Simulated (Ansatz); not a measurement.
# MgS: what the fields show

Input

```
crystal:
  lattice:
    - [4.0842009432, 0.0, 0.0]
    - [-2.0421004716, 3.537021771, 0.0]
    - [0.0, 0.0, 5.4798003483]
  atoms:
    - { symbol: Mg, position: [0.3333333333, 0.6666666667, 0.25] }
    - { symbol: Mg, position: [0.6666666667, 0.3333333333, 0.75] }
    - { symbol: S, position: [0.6666666667, 0.3333333333, 0.25] }
    - { symbol: S, position: [0.3333333333, 0.6666666667, 0.75] }
kpoints:
  mp_grid: { grid: [12, 12, 6] }
  band_path:
    path:
      - [0.0, 0.0, 0.0]
      - [0.5, 0.0, 0.0]
      - [0.3333333333, 0.3333333333, 0.0]
      - [0.0, 0.0, 0.5]
      - [0.5, 0.0, 0.5]
      - [0.3333333333, 0.3333333333, 0.5]
    npoints: 1
hamiltonian:
  xc: r2scan
scf:
  occupations: { method: fixed }
  n_extra_bands: 5
output:
  forces: true
  stress: true
  eigenvalues: true
  write_density: true
  write_potential: true
  elf: true
  volumetric_format: npy
```

Launched as:

```sh
ansatz run input.yaml --threads 4 --pin off --max-ram 3686MiB --backend cpu --events-out ev --progress --plain --runs-dir out
```

Below, planes, directions and counts refer to the conventional cell (a = 4.08 Å, b = 4.08 Å, c = 5.48 Å, α = 90.00°, β = 90.00°, γ = 120.00°).

Space group P6₃/mmc; started from the h-MgO (five-fold) prototype, which need not be the ambient phase; changed on purpose from its base cell (epitaxial xy strain -4.9%); computed pressure about 6 GPa in this cell.

Level of theory: DFT, r2SCAN, plane waves, PAW (Ansatz 0.2.0).

In a PAW calculation such maps are meaningful between the atoms, not at the nuclei.

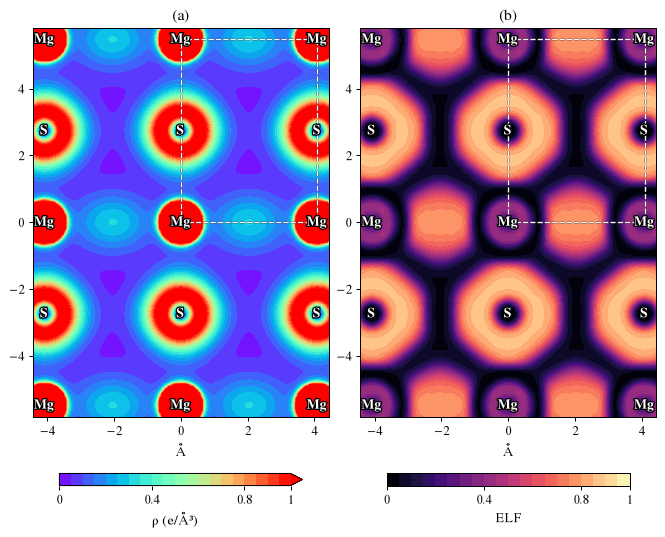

Figure 1. (a) valence electron density; (b) ELF on the (100) plane of the conventional cell.

What does the map show?

The section cuts through Mg and S sites.
Between the atoms the lowest density in this plane is 0.04 e/Å³.

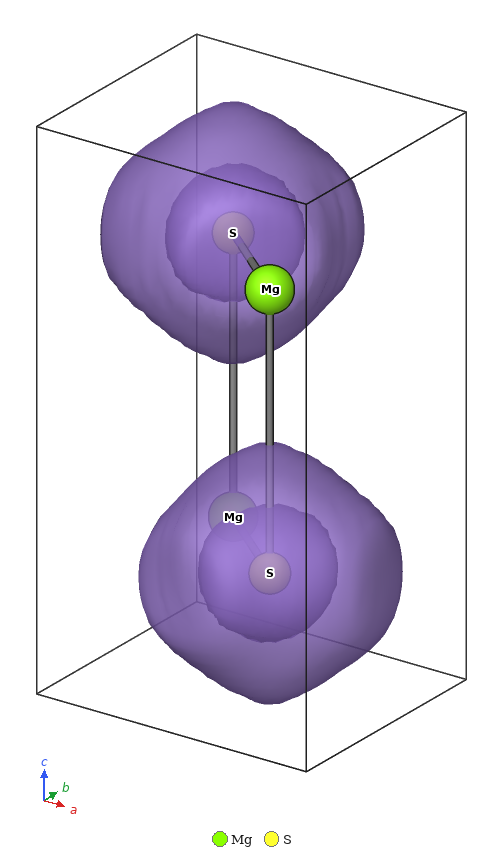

Figure 2. Isosurface of the ELF at 0.8 (purple), seen slightly off an axis. Core shells and regions of very low density are left out. Sticks mark near contacts.

Where are the electrons localised?

The ELF exceeds this value in two regions wrapped around S (the valence shell of each), counted in one cell of 4 atoms. Any copies at cell faces, edges or corners count once.


Mg–S (2.36 Å): the ELF peaks at about 0.90 in the valence shell of S, 0.9 Å from its nucleus, and falls to about 0.05 next to Mg: a closed-shell, largely ionic contact.

Metal or insulator at this level of theory?

It is gapped, with a Kohn–Sham gap of 3.8 eV on the k-point mesh (the band edges may lie off the mesh, which would make the gap smaller).
